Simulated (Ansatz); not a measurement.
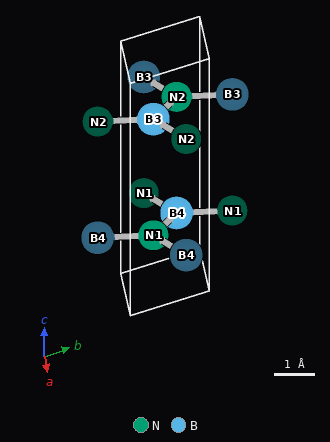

The input geometry of the first run (ball-and-stick view of the cell of the calculation, seen at an oblique angle; neighbours outside the cell are drawn fainter; atoms are numbered from 1 in the order of the input). Near neighbours in the crystal (not all of them lie inside the picture): N has 3 B at 1.42 Å; B has 3 N at 1.42 Å.

**Two runs on BN**

System: BN (P6₃/mmc, 4 atoms in the cell).
Method of the first run: Kohn-Sham DFT of a periodic cell, PBE, Ansatz NC, no spin polarisation (Ansatz 0.2.0).

The structure derives from an entry of the Crystallography Open Database. Text and figures count atoms from 1; the logs count them from 0 in places.

## Input file, the first run
```yaml
crystal:
  lattice:
    - [2.464475861, 0.0, 0.0]
    - [-1.2322379305, 2.1342987027, 0.0]
    - [0.0, 0.0, 6.5460173847]
  atoms:
    - { symbol: "N", position: [0.6666666667, 0.3333333333, 0.25] }
    - { symbol: "N", position: [0.3333333333, 0.6666666667, 0.75] }
    - { symbol: B, position: [0.6666666667, 0.3333333333, 0.75] }
    - { symbol: B, position: [0.3333333333, 0.6666666667, 0.25] }
hamiltonian:
  xc: pbe
  pseudopotentials: { kind: nc }
kpoints:
  mp_grid: { grid: [12, 12, 4] }
scf:
  occupations: { method: fermi_dirac, width: 0.05 }
output:
  forces: true
  stress: true
  eigenvalues: true
```

Launched with:
```bash
ansatz run input.yaml --threads 2 --pin off --max-ram 5120MiB --backend cpu --events-out ev --progress --plain --runs-dir out
```

Hardware: 2 threads of Arm Neoverse V1, 24 GiB of memory available, shared host.

## Output, shortened to warnings, some set-up lines, iterations and results (the first run)
```
Basis set: ecut = 1240 eV, 3391 PW (Γ), exchange–correlation on 60×60×160 points (8 copies of the dense FFT grid, shifted against one another)
Symmetry: 24 space group operations
k-points: 57 of 576
Initial density: superposition of atomic densities (chi_scale 0.1, normalization cell, long waves kept (reshape's long-wave potential 0.01 eV rms))
[...]
SCF iter   1: F=—  HF=-759.075074 eV  |F-HF|=—  |Δ(HF+E_count)|=         —  Δρ=1.63e-1  dr2=8.66e0  ethr=3.10e-3  ⟨swp⟩=6.9  Hψ=5159  notcnv=0
SCF iter   2: F=—  HF=-756.307160 eV  |F-HF|=—  |Δ(HF+E_count)|=    2.77e0  Δρ=7.02e-2  dr2=9.15e-1  ethr=3.10e-3  ⟨swp⟩=4.7  Hψ=2459  notcnv=0
SCF iter   3: F=—  HF=-756.054366 eV  |F-HF|=—  |Δ(HF+E_count)|=   2.53e-1  Δρ=2.29e-2  dr2=1.06e-1  ethr=3.10e-3  ⟨swp⟩=3.3  Hψ=1662  notcnv=0
SCF iter   4: F=—  HF=-756.039609 eV  |F-HF|=—  |Δ(HF+E_count)|=   1.48e-2  Δρ=9.21e-3  dr2=1.70e-2  ethr=6.64e-4  ⟨swp⟩=2.1  Hψ=1102  notcnv=0
SCF iter   5: F=—  HF=-756.037897 eV  |F-HF|=—  |Δ(HF+E_count)|=   1.71e-3  Δρ=1.50e-3  dr2=5.33e-4  ethr=1.06e-4  ⟨swp⟩=2.8  Hψ=1312  notcnv=0
SCF iter   6: F=—  HF=-756.037884 eV  |F-HF|=—  |Δ(HF+E_count)|=   1.35e-5  Δρ=1.74e-4  dr2=7.16e-6  ethr=3.33e-6  ⟨swp⟩=2.7  Hψ=1143  notcnv=0
SCF iter   7: F=—  HF=-756.037799 eV  |F-HF|=—  |Δ(HF+E_count)|=   8.42e-5  Δρ=8.13e-6  dr2=1.31e-8  ethr=6.25e-10  ⟨swp⟩=7.2  Hψ=5383  notcnv=0
SCF iter   8: F=-756.037799 eV  HF=-756.037799 eV  |F-HF|=3.04e-11  |Δ(HF+E_count)|=   4.88e-9  Δρ=1.11e-6  dr2=1.29e-10  ethr=8.16e-11  ⟨swp⟩=2.2  Hψ=2535  notcnv=0
SCF 1 converged in 8 iterations: F = -756.037799 eV  dr2 = 1.29e-10
SCF converged after 8 iterations
Free energy (F): -756.037799 eV
Harris-Foulkes:  -756.037799 eV  (|F-HF|=3.04e-11)
Internal energy: -756.037799 eV  (E = F + TS)
E sigma→0 (E₀):  -756.037799 eV
Fermi energy:    7.387912 eV
--- Per-component energies (eV) ---
  E_band       = -32.940765
  E_kinetic    = 530.917789
  E_local      = -706.185352  (includes V_loc(G=0)·N_el)
  E_nonlocal   = -29.734278
  E_hartree    = 222.649302
  E_xc         = -266.904827
  E_vxc        = -273.237432  (∫ρ·V_xc dr)
  E_ewald      = -506.780433
  E_smearing   = -0.000000  (= −TS)
  E_closure    = -0.000000  (closes the sum)
  Σ components = -756.037799   (vs F -756.037799, Δ=0.00e0)
--- Forces (eV/Å), atoms counted from 1 ---
  atom   1  N     -0.00000000    -0.00000000     0.00000000
  atom   2  N      0.00000000     0.00000000     0.00000000
  atom   3  B      0.00000000    -0.00000000     0.00000000
  atom   4  B      0.00000000     0.00000000     0.00000000
  max |Σ_I F_I| component: 6.48e-17 eV/Å
--- Stress (GPa, compression-positive) ---
       22.807826      -0.000000       0.000000
       -0.000000      22.807826       0.000000
        0.000000       0.000000       3.604147
  P = ⅓ Tr σ = 16.4066 GPa (164.066 kbar)
```

For the second run the input was changed thus:
```diff
-  xc: pbe
-  pseudopotentials: { kind: nc }
+  xc: mr2scan
+  pseudopotentials: { kind: paw }
```

What does this change do to the results?

The total energies belong to different models, so their difference says nothing on which is more stable or more accurate. The gap on the mesh goes from 4.34 to 4.89 eV. The pressure goes from 16.41 to 12.25 GPa. The functional changes from PBE to mr2scan. The SCF takes 7 iterations against 8. The default cutoff goes from 1240 to 500 eV with the change. The plane waves at Γ go from 3391 to 881. The two runs start from different initial densities, which also moves the count.

## Output, shortened to warnings, some set-up lines, iterations and results (the second run)
```
Basis set: ecut = 500 eV, 881 PW (Γ), exchange–correlation on 72×72×192 points (64 copies of the dense FFT grid, shifted against one another)
Symmetry: 24 space group operations
k-points: 57 of 576
Initial density: superposition of atomic densities (neutral atoms: chi_scale 0, normalization atom), corrected by the library's trained network
[...]
SCF iter   1: F=—  HF=-1088.050760 eV  |F-HF|=—  |Δ(HF+E_count)|=         —  Δρ=8.94e-3  dr2=2.02e-2  dr2_τ=7.74e-1  ethr=1.77e-3  ⟨swp⟩=6.6  Hψ=4336  notcnv=0
SCF iter   2: F=—  HF=-1088.187197 eV  |F-HF|=—  |Δ(HF+E_count)|=   1.36e-1  Δρ=5.24e-3  dr2=4.30e-3  dr2_τ=2.96e-4  ethr=1.26e-4  ⟨swp⟩=2.4  Hψ=1865  notcnv=0
SCF iter   3: F=—  HF=-1088.186836 eV  |F-HF|=—  |Δ(HF+E_count)|=   3.61e-4  Δρ=8.01e-4  dr2=1.58e-4  dr2_τ=9.44e-5  ethr=2.68e-5  ⟨swp⟩=2.9  Hψ=1287  notcnv=0
SCF iter   4: F=—  HF=-1088.186824 eV  |F-HF|=—  |Δ(HF+E_count)|=   1.21e-5  Δρ=2.73e-4  dr2=1.66e-5  dr2_τ=1.58e-6  ethr=9.89e-7  ⟨swp⟩=2.0  Hψ=1073  notcnv=0
SCF iter   5: F=—  HF=-1088.186819 eV  |F-HF|=—  |Δ(HF+E_count)|=   4.76e-6  Δρ=9.63e-5  dr2=1.82e-6  dr2_τ=2.10e-7  ethr=1.04e-7  ⟨swp⟩=2.0  Hψ=1127  notcnv=0
SCF iter   6: F=—  HF=-1088.186820 eV  |F-HF|=—  |Δ(HF+E_count)|=   5.24e-7  Δρ=3.93e-5  dr2=3.43e-7  dr2_τ=8.35e-9  ethr=1.14e-8  ⟨swp⟩=2.0  Hψ=1052  notcnv=0
SCF iter   7: F=-1088.186820 eV  HF=-1088.186820 eV  |F-HF|=3.80e-10  |Δ(HF+E_count)|=   4.07e-8  Δρ=5.61e-6  dr2=6.20e-9  dr2_τ=2.86e-10  ethr=6.25e-10  ⟨swp⟩=5.7  Hψ=3252  …
SCF 1 converged in 7 iterations: F = -1088.186820 eV  dr2 = 6.20e-9
SCF converged after 7 iterations
Free energy (F): -1088.186820 eV
Harris-Foulkes:  -1088.186820 eV  (|F-HF|=3.80e-10)
Internal energy: -1088.186820 eV  (E = F + TS)
E sigma→0 (E₀):  -1088.186820 eV
Fermi energy:    7.407530 eV
--- Per-component energies (eV) ---
  E_band       = -42.633125
  E_kinetic    = 372.178207
  E_local      = -687.702464  (includes V_loc(G=0)·N_el)
  E_nonlocal   = 115.214079
  E_hartree    = 222.517293
  E_xc         = -183.247492
  E_vxc        = -254.124558  (∫ρ·V_xc dr)
  E_paw        = -420.270038  (= ΣΔE_a)
  E_vpaw       = -47.720662  (= ΣTr[D̂ρ^β])
  E_aug_tail   = 0.000041  (compensation charges beyond the density's cutoff)
  E_vtau       = 14.488558  (kinetic-family band-sum trace: ∫τ·v_τ [+ j·A + Jᵃ·Aᵃ] dr)
  E_ewald      = -506.780433
  E_core_change = -0.096013  (= ΣΔE_core)
  E_smearing   = -0.000000  (= −TS)
  E_closure    = -0.000000  (closes the sum)
  Σ components = -1088.186820   (vs F -1088.186820, Δ=0.00e0)
--- Forces (eV/Å), atoms counted from 1 ---
  atom   1  N      0.00000000    -0.00000000     0.00000000
  atom   2  N      0.00000000     0.00000000     0.00000000
  atom   3  B     -0.00000000     0.00000000     0.00000000
  atom   4  B      0.00000000     0.00000000     0.00000000
  max |Σ_I F_I| component: 4.63e-17 eV/Å
--- Stress (GPa, compression-positive) ---
       17.623473       0.000000       0.000000
       -0.000000      17.623473       0.000000
        0.000000       0.000000       1.507412
  P = ⅓ Tr σ = 12.2515 GPa (122.515 kbar)
```

## The two runs side by side

| quantity | the first run | the second run |
| --- | --- | --- |
| outcome | converged | converged |
| free energy per atom (eV) | −189.0094 | −272.0467 |
| gap on the mesh (eV) | 4.34 | 4.89 |
| pressure (GPa) | 16.41 | 12.25 |
| largest force (eV/Å) | 0.000 | 0.000 |
| SCF iterations | 8 | 7 |
| irreducible k-points | 57 | 57 |
| plane waves at Γ | 3391 | 881 |
| wall time (shared host) | 3.4 s | 1.9 s |
